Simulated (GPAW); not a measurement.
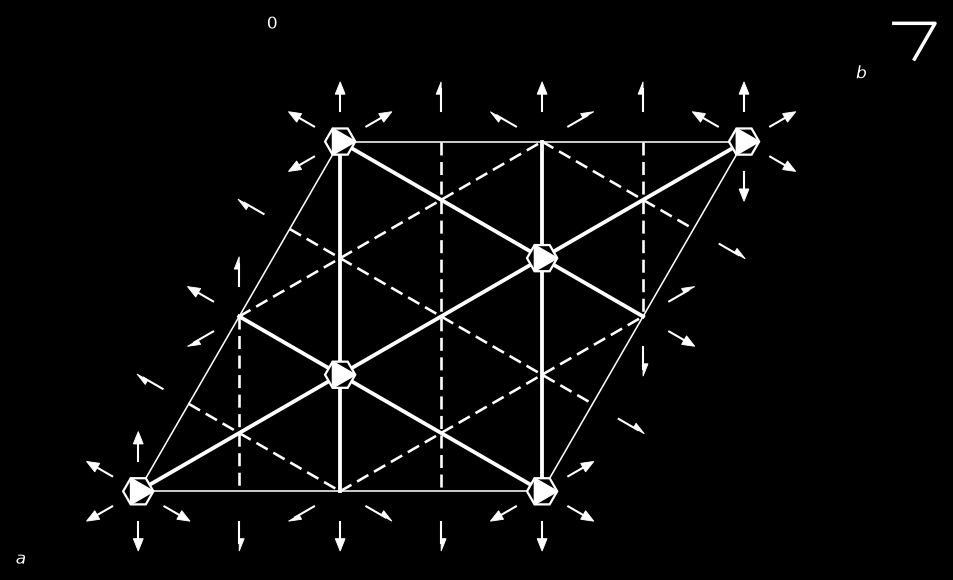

Symmetry elements of a space group, projected down c, computed from the operations of a computed or model structure of composition WS2.

Graphical symbols as in the International Tables (origin upper left, heights as fractions; handed screw axes are marked by their printed symbols).

Identify the space group.

Answer. P-6m2, No. 187; primitive hexagonal, point group -6m2, 12 general positions a cell.

List the elements shown.

Answer. −6 axes along c at (0, 0), (1/3, 2/3), (2/3, 1/3); mirror planes holding c and [1 2 0] or [2 1 0] or [−1 1 0]; in-plane glide planes holding c and [1 2 0] or [2 1 0] or [−1 1 0]; a mirror plane normal to c at height 0; 2 axes along [1 2 0] at height 0; 2 axes along [2 1 0] at height 0; 2 axes along [−1 1 0] at height 0; 2₁ axes along [1 2 0] at height 0; 2₁ axes along [2 1 0] at height 0; 2₁ axes along [−1 1 0] at height 0. Heights repeat every half period; positions are (a, b) fractions, modulo 1.

Write the general positions (in any order).

Answer. x, y, z
−x+y, −x, −z
−y, x−y, z
x, y, −z
−x+y, −x, z
−y, x−y, −z
−y, −x, −z
x, x−y, z
−x+y, y, −z
−y, −x, z
x, x−y, −z
−x+y, y, z
